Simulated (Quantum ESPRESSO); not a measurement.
# Energy of Ru along an even scaling of the cell

System: Ru (2 atoms in the cell).
Method: Kohn-Sham DFT of a periodic cell, r2SCAN, SG15 PBE 1.2, no spin polarisation (Quantum ESPRESSO 7.5).

The 7 runs differ only in the geometry, by an even scaling of the cell at fixed fractional positions. The structure derives from an entry of the Crystallography Open Database.

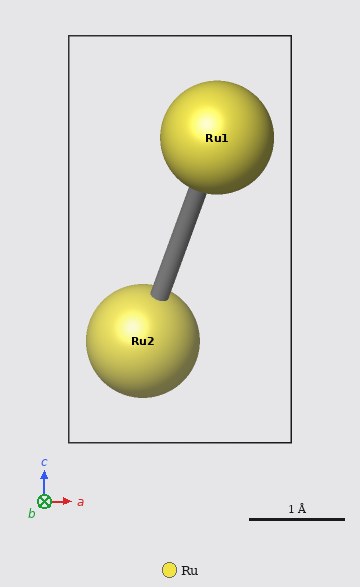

Figure 1. The structure of run 4 (ball-and-stick view of the cell of the calculation, along the b axis; atoms are numbered from 1 in the order of the input).

## Input of run 4
```
&CONTROL
  calculation = 'scf'
  prefix = 'pwscf'
  outdir = './tmp'
  pseudo_dir = './pseudo'
  tstress = .true.
  disk_io = 'nowf'
/
&SYSTEM
  ibrav = 0
  nat = 2
  ntyp = 1
  ecutwfc = 70
  nbnd = 24
  input_dft = 'r2scan'
  occupations = 'smearing'
  smearing = 'fd'
  degauss = 0.00367493
  nosym = .true.
  nr1 = 36
  nr2 = 36
  nr3 = 48
/
&ELECTRONS
  conv_thr = 1d-08
  electron_maxstep = 120
  mixing_beta = 0.5
/
ATOMIC_SPECIES
Ru   101.0700 Ru_ONCV_PBE-1.2.upf
CELL_PARAMETERS angstrom
   2.7058000000    0.0000000000    0.0000000000
  -1.3529000000    2.3432915376    0.0000000000
   0.0000000000    0.0000000000    4.2819000000
ATOMIC_POSITIONS crystal
Ru     0.6666666667    0.3333333333    0.7500000000
Ru     0.3333333333    0.6666666667    0.2500000000
K_POINTS automatic
7 7 4 0 0 0
```

Command:
```bash
OMP_NUM_THREADS=1 mpirun -n 4 pw.x -nk 4 -in pw.in > pw.out
```

Lattice vectors (Å) and fractional positions of run 4:
```
   2.705800    0.000000    0.000000
  -1.352900    2.343292    0.000000
   0.000000    0.000000    4.281900
Ru  0.666667  0.333333  0.750000
Ru  0.333333  0.666667  0.250000
```

Run 3 differs from it as follows:
```diff
-   2.7058000000    0.0000000000    0.0000000000
-  -1.3529000000    2.3432915376    0.0000000000
-   0.0000000000    0.0000000000    4.2819000000
+   2.6876397213    0.0000000000    0.0000000000
+  -1.3438198606    2.3275642749    0.0000000000
+   0.0000000000    0.0000000000    4.2531615502
```

## Results, with one run withheld

| run | volume per atom (Å³) | free energy per atom, from the lowest run given (meV) | pressure (GPa) |
| --- | --- | --- | --- |
| 1 | 12.760 | 39.23 | 20.07 |
| 2 | 13.032 | 12.69 | 11.32 |
| 3 | 13.303 | ? | ? |
| 4 | 13.575 | 0.00 | −3.37 |
| 5 | 13.846 | 10.96 | −9.54 |
| 6 | 14.118 | 31.76 | −15.01 |
| 7 | 14.389 | 61.32 | −19.88 |

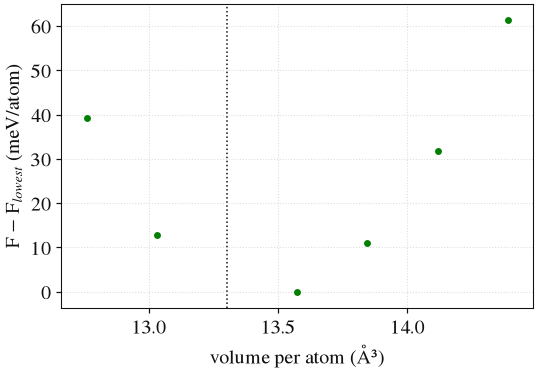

Figure 2. Free energy per atom of the runs given; the dotted line marks run 3.

Estimate the energy of run 3 from the others.

A cubic polynomial in V^(−2/3) (the Birch–Murnaghan form), fitted to the 6 runs given, misses them by at most 0.03 meV per atom. With x = V^(−2/3) − 0.17552 Å⁻², it reads F = 0.56063 − 2825.1 x + 1.0228e+06 x² + 2.0496e+06 x³ (meV per atom). At run 3 it gives 0.15 meV per atom, and the run itself gives 0.12. The slope of the fit gives a pressure −dF/dV of 3.61 GPa there, and the run prints 3.54 GPa. The two needn't agree exactly: the fit is approximate, and the printed stress is taken on a finite basis. The fit has its minimum at 13.441 Å³ per atom, where V d²F/dV² gives 342 GPa. Cell shape and fractional positions are held, so this is the stiffness under even scaling; the relaxed bulk modulus wasn't computed.

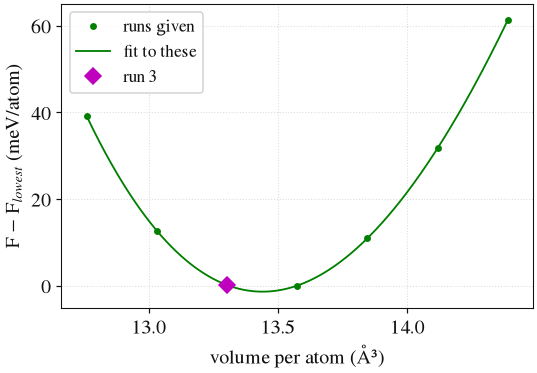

Figure 3. The fit and the withheld run.

## Some lines of the output (run 3)
```
[...]
     total energy              =    -377.18529648 Ry
     total energy              =    -377.26555891 Ry
     total energy              =    -377.26836681 Ry
     total energy              =    -377.26839921 Ry
     total energy              =    -377.26845951 Ry
     total energy              =    -377.26854281 Ry
     total energy              =    -377.26854377 Ry
     total energy              =    -377.26854391 Ry
     total energy              =    -377.26854392 Ry
     the Fermi energy is    24.4536 ev
!    total energy              =    -377.26854392 Ry
     The total energy is F=E-TS. E is the sum of the following terms:
     Computing stress (Cartesian axis) and pressure
          total   stress  (Ry/bohr**3)                   (kbar)     P=       35.42
```

Notes: Further notes kept with the run: potentials made for another functional. Points of doubt noted for this run: coarse mesh; potentials made for another functional.
